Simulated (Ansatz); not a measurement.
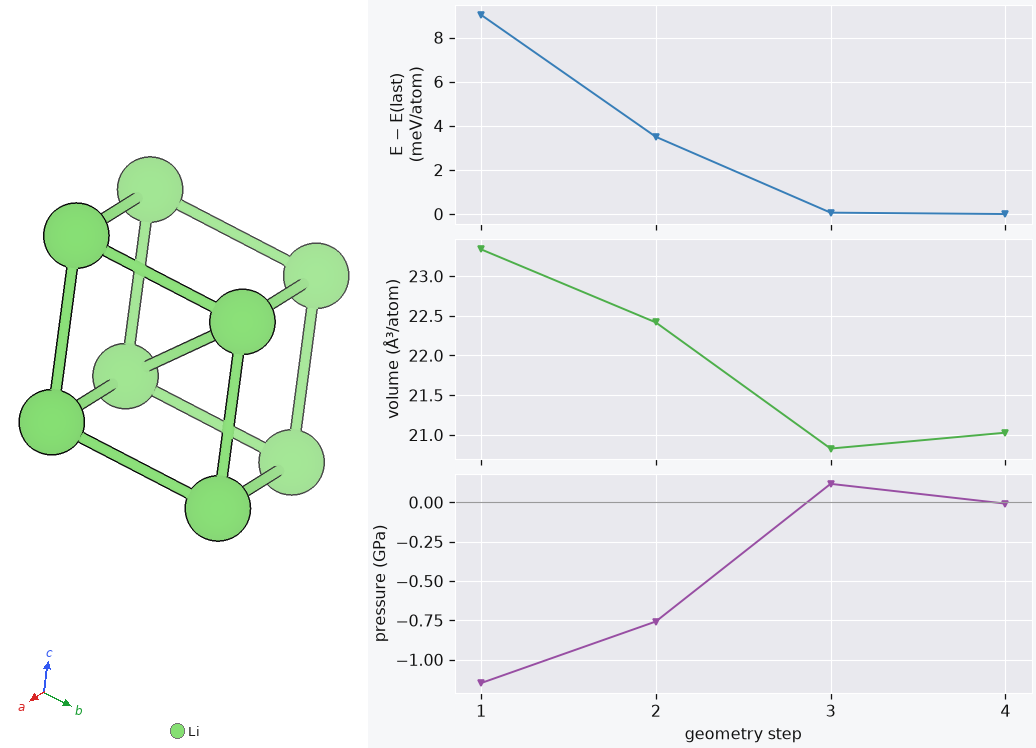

Beside the plot: the structure at the start.

History of a geometry optimisation. Atoms and cell relax. A closing SCF on a freshly chosen basis isn't drawn.

```
crystal:
  lattice:
    - [-1.8002455769, 1.8002455769, 1.8002455769]
    - [1.8002455769, -1.8002455769, 1.8002455769]
    - [1.8002455769, 1.8002455769, -1.8002455769]
  atoms:
    - { symbol: Li, position: [0.0, 0.0, 0.0] }
kpoints:
  mp_grid: { grid: [20, 20, 20] }
scf:
  occupations: { method: fermi_dirac, width: 0.05 }
hamiltonian:
  xc: r2scan
  pseudopotentials: { kind: paw_fr }
output:
  forces: true
  stress: true
  efg: { contact_densities: true }
relax:
  f_tol: 0.005
  max_steps: 80
  cell: {}
magnetization:
  noncollinear: true
  spin_orbit: true
```

Run as:
```bash
ansatz run input.yaml --threads 1 --pin off --max-ram 2048MiB --backend cpu --events-out ev --progress --plain --runs-dir out
```

How did the optimisation end?

The optimisation met its thresholds at geometry 4, counting the start as the first. The energy fell by about 9 meV/atom from the first step to the last. All forces vanish by symmetry, so only the cell moves.

What happens to the cell?

The volume shrinks from 23.3 to 21.0 Å³ per atom (−10 %), overshooting to 20.8 at step 3, as the pressure goes from −1.1 GPa to about 0 GPa. The start was expanded.
